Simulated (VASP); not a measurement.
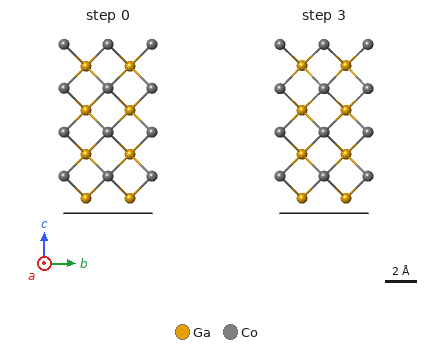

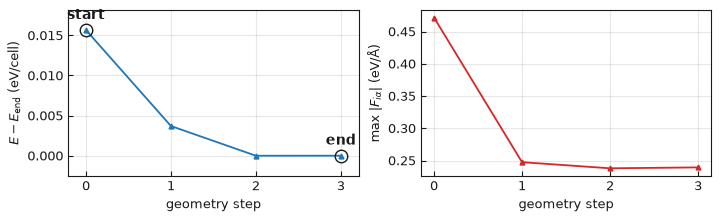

First and last geometry of a relaxation of a slab of composition GaCo, with the history of the run. A ball-and-stick model of the 2 × 2 repeat of the cell, outlined in the plane, without the vacuum, seen along the a axis.

The run lets the atoms move in a fixed cell. 4 atoms are held fixed.

The calculation used Kohn-Sham DFT of a periodic cell, PBE, VASP PAW PBE potentials, recommended in VASP.

Input
```
ALGO = Normal
DIPOL = 0.5 0.5 0.500
EDIFF = 1E-6
EDIFFG = -0.005
ENCUT = 520
GGA = PE
IBRION = 2
IDIPOL = 3
ISIF = 2
ISMEAR = 0
ISPIN = 2
LASPH = T
LCHARG = F
LDIPOL = T
LMAXMIX = 4
LORBIT = 11
LREAL = F
LWAVE = F
MAGMOM = 0 0 0 0 2 2 2 2
NELM = 120
NSW = 60
PREC = Accurate
SIGMA = 0.05
```

Command:
```bash
cat potpaw_PBE.64/Ga_d/POTCAR potpaw_PBE.64/Co/POTCAR > POTCAR
mpirun -np 1 vasp_std > vasp.out
```

Q: Did the run converge, and what did it change?

A: The run was cut off at its time limit before the relaxation converged, so the last structure is only a point on the way. After 3 geometry steps the energy has fallen by 15.7 meV per cell of the calculation. The largest force component goes from 0.47 to 0.24 eV/Å. A Ga atom moves most: 0.045 Å along the normal (+c). By element the largest moves are Ga 0.045 Å, Co 0.031 Å. The lattice vectors keep their values. Among the contacts that change: Co–Ga 2.497 → 2.541 Å, Co–Ga 2.497 → 2.466 Å. Bond angles that change, for instance: Ga–Co–Ga 109.5° → 111.5°.
